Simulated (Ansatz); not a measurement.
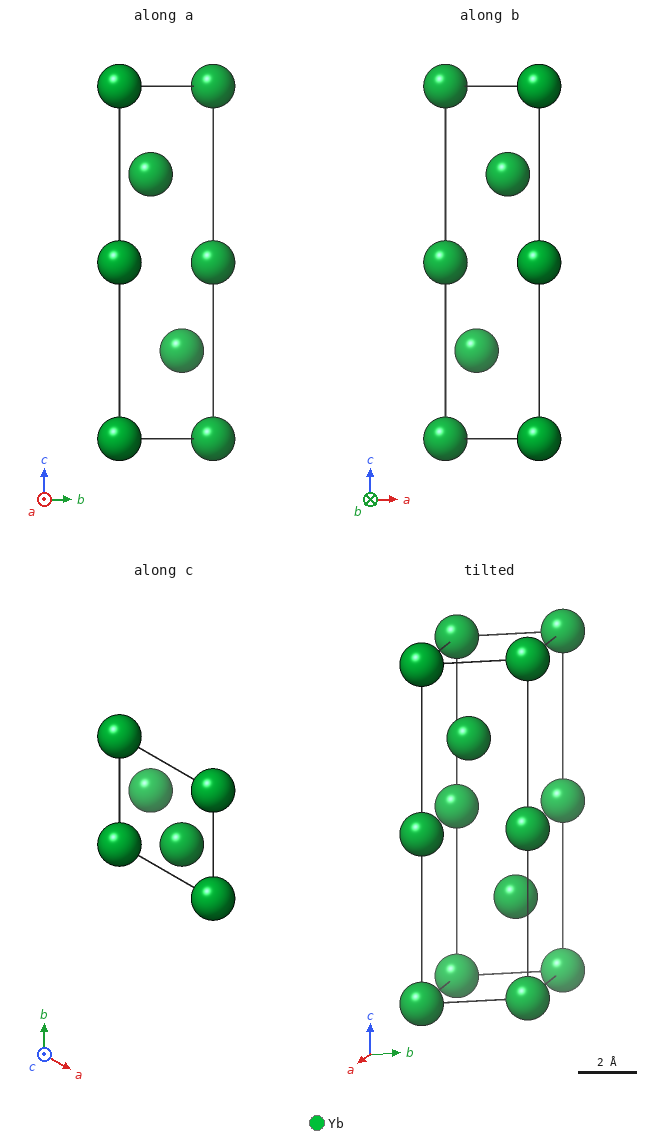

The crystal in a spheres-only representation, seen along the a axis, along the b axis, along the c axis and slightly off an axis. The wireframe shows the conventional unit cell.

Lattice parameters: a = 3.755 Å, b = 3.755 Å, c = 12.258 Å, α = 90.00°, β = 90.00°, γ = 120.00°.

**Put the structure into a table of Wyckoff sites.**

Space group P6_3/mmc (No. 194).
```tsv
atom	site	x	y	z
Yb	2a	0.0000	0.0000	0.0000
Yb	2c	0.3333	0.6667	0.2500
```

The starting point was a structure type filled with this element by a generator (whether the element takes this form wasn't checked). The geometry was optimised with Ansatz, DFT, BLYP, plane waves (420 eV) with PAW, scalar-relativistic.
